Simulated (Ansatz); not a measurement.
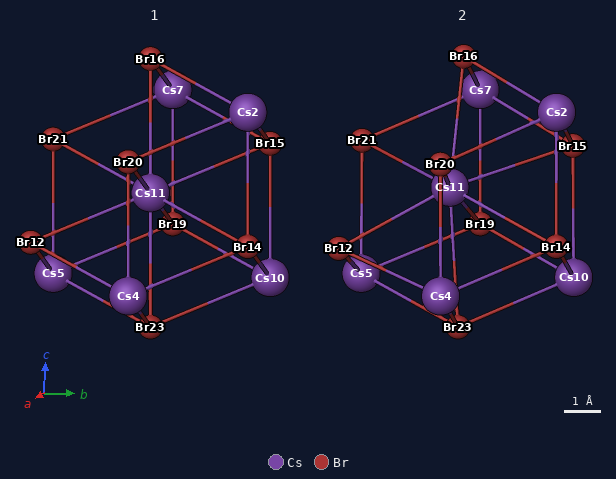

Two geometries of a defect cell of composition Cs11Br12 (cell charge −1), drawn at one scale. One is the start of a relaxation, the other its converged end. Style: ball-and-stick. Shown: the atoms within 5.8 Å of the atom that moves most (axes of the conventional cell (2 times the calculation's cell)), slightly off an axis. Lengths and directions refer to the drawn axes.

Computed with DFT PBE, scalar-relativistic, plane waves, PAW in Ansatz 0.2.0. (plane-wave cutoff 420 eV; k-point mesh 2 × 2 × 2; occupations gaussian; smearing width 0.05 eV; no spin polarisation; atoms relaxed in a fixed cell; force threshold 0.02 eV/Å; at most 50 steps)

**Which geometry has the lower energy?**

Structure 2 is the relaxed one. Case: Cs vacancy, atoms relaxed. Over 3 geometry steps the energy falls by 0.351 eV per cell of the calculation. Largest force component: 0.27 eV/Å at the start, 0.014 eV/Å at the end. The largest moves, 0.31 Å, are those of Cs3, Cs6, Cs8 and Cs11. Cs11 goes along [3 −2 3]. Largest moves by element: Cs 0.31 Å, Br 0.17 Å. The cell doesn't change. Near-neighbour distances that change, for instance: Cs11–Br14 3.801 → 3.997 Å, Cs11–Br19 3.801 → 3.988 Å, Cs11–Br23 3.801 → 3.976 Å, Cs11–Br12 3.801 → 3.693 Å. Cost: 66 s on 4 threads of Arm Neoverse V2, on a shared host, peak memory 2.9 GiB.

Limits of the set-up: the cell is charged, on a uniform background, and energies carry no finite-size correction.
